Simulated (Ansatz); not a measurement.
## Two runs on TiAl

System: TiAl (P-6m2, 2 atoms in the cell).
Method of run 1: DFT PBEsol, scalar-relativistic, plane waves, PAW, no spin polarisation (Ansatz 0.2.0).

The structure derives from a Materials Project entry. Text and figures count atoms from 1; the logs count them from 0 in places.

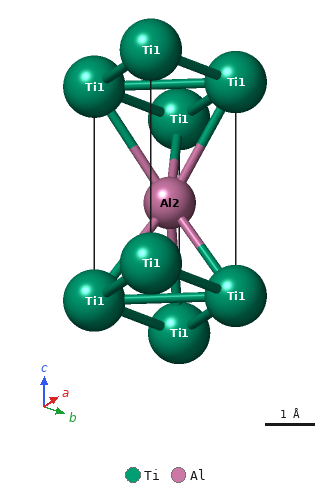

Figure 1. The input geometry (ball-and-stick view of the cell of the calculation, seen at an oblique angle; atoms are numbered from 1 in the order of the input). An atom can appear more than once, as a periodic image. Near neighbours in the periodic cell (some may lie outside the picture): Ti has 6 Al at 2.83 Å and 6 Ti at 2.91 Å; Al has 6 Al at 2.91 Å and 6 Ti at 2.83 Å.

## Input file, run 1
```yaml
crystal:
  lattice:
    - [2.9065446789, 0.0, 0.0]
    - [-1.4532723394, 2.5171415292, 0.0]
    - [0.0, 0.0, 4.5524873213]
  atoms:
    - { symbol: Ti, position: [0.0, 0.0, 0.0] }
    - { symbol: Al, position: [0.3333333333, 0.6666666667, 0.5] }
basis:
  ecutwfc: 420
kpoints:
  mp_grid: { grid: [24, 24, 12] }
hamiltonian:
  xc: pbesol
scf:
  occupations: { method: gaussian, width: 0.15 }
output:
  forces: true
  stress: true
  eigenvalues: true
```

Launched with:
```bash
ansatz run input.yaml --threads 1 --pin off --max-ram 2560MiB --backend cpu --events-out ev --progress --plain --runs-dir out
```

Hardware: 1 thread of AMD EPYC (Zen 3), 32 GiB of memory available, shared host.

## Output, shortened to warnings, some set-up lines, iterations and results (run 1)
```
Basis set: ecut = 420 eV, 627 PW (Γ), exchange–correlation on 40×40×64 points (8 copies of the dense FFT grid, shifted against one another)
Symmetry: 12 space group operations
k-points: 427 of 6912 (time reversal used)
Initial density: superposition of atomic densities (neutral atoms: chi_scale 0, normalization atom), corrected by the library's trained network
[...]
SCF iter   1: F=—  HF=-2998.954145 eV  |F-HF|=—  |Δ(HF+E_count)|=         —  Δρ=8.97e-3  dr2=3.24e-2  ethr=1.77e-3  ⟨swp⟩=5.0  Hψ=25897  notcnv=0
SCF iter   2: F=—  HF=-2998.949268 eV  |F-HF|=—  |Δ(HF+E_count)|=   4.88e-3  Δρ=5.04e-3  dr2=1.22e-2  ethr=2.16e-4  ⟨swp⟩=1.0  Hψ=8540  notcnv=0
SCF iter   3: F=—  HF=-2998.947050 eV  |F-HF|=—  |Δ(HF+E_count)|=   2.22e-3  Δρ=7.98e-4  dr2=4.52e-4  ethr=8.11e-5  ⟨swp⟩=2.0  Hψ=5794  notcnv=0
SCF iter   4: F=—  HF=-2998.946939 eV  |F-HF|=—  |Δ(HF+E_count)|=   1.10e-4  Δρ=2.25e-4  dr2=1.15e-5  ethr=3.02e-6  ⟨swp⟩=2.3  Hψ=6948  notcnv=0
SCF iter   5: F=—  HF=-2998.946921 eV  |F-HF|=—  |Δ(HF+E_count)|=   1.76e-5  Δρ=3.80e-5  dr2=3.52e-7  ethr=7.63e-8  ⟨swp⟩=2.8  Hψ=8321  notcnv=0
SCF iter   6: F=-2998.946921 eV  HF=-2998.946921 eV  |F-HF|=4.86e-10  |Δ(HF+E_count)|=   2.67e-8  Δρ=3.75e-6  dr2=2.29e-9  ethr=6.67e-10  ⟨swp⟩=5.3  Hψ=22118  notcnv=0
SCF 1 converged in 6 iterations: F = -2998.946921 eV  dr2 = 2.29e-9
SCF converged after 6 iterations
Free energy (F): -2998.946921 eV
Harris-Foulkes:  -2998.946921 eV  (|F-HF|=4.86e-10)
Internal energy: -2998.915280 eV  (E = F + TS)
E sigma→0 (E₀):  -2998.931101 eV
Entropy (-TS):   -0.031642 eV (-15.821 meV/atom)
Fermi energy:    10.323883 eV
--- Per-component energies (eV) ---
  E_band       = -170.417262
  E_kinetic    = 295.050141
  E_local      = -1137.528074  (includes V_loc(G=0)·N_el)
  E_nonlocal   = 19.865405
  E_hartree    = 488.505411
  E_xc         = -136.201007
  E_vxc        = -150.774348  (∫ρ·V_xc dr)
  E_paw        = -1477.264624  (= ΣΔE_a)
  E_vpaw       = -174.039959  (= ΣTr[D̂ρ^β])
  E_aug_tail   = 0.000108  (compensation charges beyond the density's cutoff)
  E_ewald      = -1051.501163
  E_core_change = 0.158523  (= ΣΔE_core)
  E_smearing   = -0.031642  (= −TS)
  E_closure    = 0.000000  (closes the sum)
  Σ components = -2998.946921   (vs F -2998.946921, Δ=0.00e0)
--- Forces (eV/Å), atoms counted from 1 ---
  atom   1  Ti     0.00000000    -0.00000000     0.00000000
  atom   2  Al     0.00000000     0.00000000     0.00000000
  max |Σ_I F_I| component: 1.85e-17 eV/Å
--- Stress (GPa, compression-positive) ---
       -3.545719       0.000000       0.000000
        0.000000      -3.545719       0.000000
        0.000000       0.000000       0.299946
  P = ⅓ Tr σ = -2.2638 GPa (-22.638 kbar)
```

The input of run 2 differs as follows (lines with − go, lines with + come):
```diff
-    - [2.9065446789, 0.0, 0.0]
-    - [-1.4532723394, 2.5171415292, 0.0]
-    - [0.0, 0.0, 4.5524873213]
+    - [3.0268746698, 0.0, 0.0]
+    - [-1.5134373349, 2.6213503582, 0.0]
+    - [0.0, 0.0, 4.1977239328]
```

What does this change do to the results?

With the same functional and potentials, run 2 lies 91.1 meV per atom higher. The pressure goes from −2.26 to 0.36 GPa. The number of SCF iterations is the same.

## Output, shortened to warnings, some set-up lines, iterations and results (run 2)
```
Basis set: ecut = 420 eV, 627 PW (Γ), exchange–correlation on 48×48×60 points (8 copies of the dense FFT grid, shifted against one another)
Symmetry: 12 space group operations
k-points: 427 of 6912 (time reversal used)
Initial density: superposition of atomic densities (neutral atoms: chi_scale 0, normalization atom), corrected by the library's trained network
[...]
SCF iter   1: F=—  HF=-2998.770066 eV  |F-HF|=—  |Δ(HF+E_count)|=         —  Δρ=6.97e-3  dr2=1.60e-2  ethr=1.77e-3  ⟨swp⟩=5.0  Hψ=25957  notcnv=0
SCF iter   2: F=—  HF=-2998.765975 eV  |F-HF|=—  |Δ(HF+E_count)|=   4.09e-3  Δρ=3.06e-3  dr2=3.75e-3  ethr=1.06e-4  ⟨swp⟩=1.0  Hψ=8540  notcnv=0
SCF iter   3: F=—  HF=-2998.764854 eV  |F-HF|=—  |Δ(HF+E_count)|=   1.12e-3  Δρ=3.83e-4  dr2=4.94e-5  ethr=2.50e-5  ⟨swp⟩=2.7  Hψ=7741  notcnv=0
SCF iter   4: F=—  HF=-2998.764811 eV  |F-HF|=—  |Δ(HF+E_count)|=   4.31e-5  Δρ=1.15e-4  dr2=6.90e-6  ethr=3.29e-7  ⟨swp⟩=3.0  Hψ=8591  notcnv=0
SCF iter   5: F=-2998.764809 eV  HF=-2998.764809 eV  |F-HF|=2.81e-8  |Δ(HF+E_count)|=   1.42e-6  Δρ=2.04e-5  dr2=9.34e-8  ethr=4.60e-8  ⟨swp⟩=2.3  Hψ=6351  notcnv=0
SCF iter   6: F=-2998.764809 eV  HF=-2998.764809 eV  |F-HF|=5.56e-10  |Δ(HF+E_count)|=   5.49e-8  Δρ=3.60e-6  dr2=2.95e-9  ethr=6.23e-10  ⟨swp⟩=2.7  Hψ=17322  notcnv=0
SCF 1 converged in 6 iterations: F = -2998.764809 eV  dr2 = 2.95e-9
SCF converged after 6 iterations
Free energy (F): -2998.764809 eV
Harris-Foulkes:  -2998.764809 eV  (|F-HF|=5.56e-10)
Internal energy: -2998.732911 eV  (E = F + TS)
E sigma→0 (E₀):  -2998.748860 eV
Entropy (-TS):   -0.031898 eV (-15.949 meV/atom)
Fermi energy:    10.261980 eV
--- Per-component energies (eV) ---
  E_band       = -171.742354
  E_kinetic    = 295.173571
  E_local      = -1092.936723  (includes V_loc(G=0)·N_el)
  E_nonlocal   = 20.125662
  E_hartree    = 465.393023
  E_xc         = -136.260001
  E_vxc        = -150.830589  (∫ρ·V_xc dr)
  E_paw        = -1477.329772  (= ΣΔE_a)
  E_vpaw       = -174.058391  (= ΣTr[D̂ρ^β])
  E_aug_tail   = 0.000114  (compensation charges beyond the density's cutoff)
  E_ewald      = -1073.057308
  E_core_change = 0.158523  (= ΣΔE_core)
  E_smearing   = -0.031898  (= −TS)
  E_closure    = 0.000000  (closes the sum)
  Σ components = -2998.764809   (vs F -2998.764809, Δ=0.00e0)
--- Forces (eV/Å), atoms counted from 1 ---
  atom   1  Ti     0.00000000     0.00000000     0.00000000
  atom   2  Al     0.00000000     0.00000000     0.00000000
  max |Σ_I F_I| component: 1.27e-16 eV/Å
--- Stress (GPa, compression-positive) ---
       -5.479476       0.000000       0.000000
       -0.000000      -5.479476       0.000000
        0.000000       0.000000      12.035409
  P = ⅓ Tr σ = 0.3588 GPa (3.588 kbar)
```

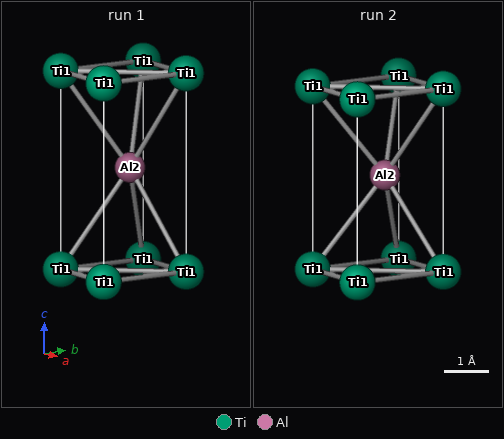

Figure 2. The two input geometries at one scale (ball-and-stick view of the cell of the calculation, seen slightly off an axis). The atoms keep their places relative to the cell (all moves are under 0.005 Å). The drawn cell changes at constant volume: a = b 2.907 → 3.027 Å (+4.1 %), c 4.552 → 4.198 Å (−7.8 %). Among the contacts that change: Ti1–Ti1 2.907 → 3.027 Å, Al2–Al2 2.907 → 3.027 Å, Ti1–Al2 2.828 → 2.731 Å.

## The two runs side by side

```csv
quantity,run 1,run 2
outcome,converged,converged
free energy per atom (eV),−1499.4735,−1499.3824
"energy per atom, smearing taken to zero (eV)",−1499.4656,−1499.3744
gap on the mesh (eV),0.00,0.00
pressure (GPa),−2.26,0.36
largest force (eV/Å),0.000,0.000
SCF iterations,6,6
irreducible k-points,427,427
plane waves at Γ,627,627
wall time (shared host),12 s,13 s
```
